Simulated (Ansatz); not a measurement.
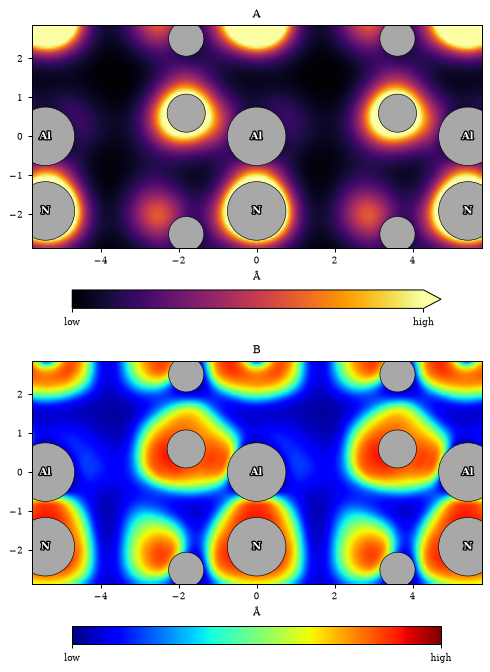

AlN: 2 fields on the (010) plane of the conventional cell, with unlabelled colour scales. Grey discs cover the atomic cores.

Space group Pna2₁; not relaxed (largest force 1.5 eV/Å); computed pressure about −2 GPa in this cell.

All numbers below come from DFT PBE, scalar-relativistic, plane waves, PAW in Ansatz.

Match the panels to the quantities (electron localisation function and valence pseudo-density).

Panel A: valence pseudo-density. Panel B: electron localisation function. From the grid: Al–N (1.91 Å): ρ at the midpoint is about 0.66 e/Å³; the ELF peaks at about 0.90 in the valence shell of N, 0.7 Å from its nucleus, and is about 0.85 at the midpoint.
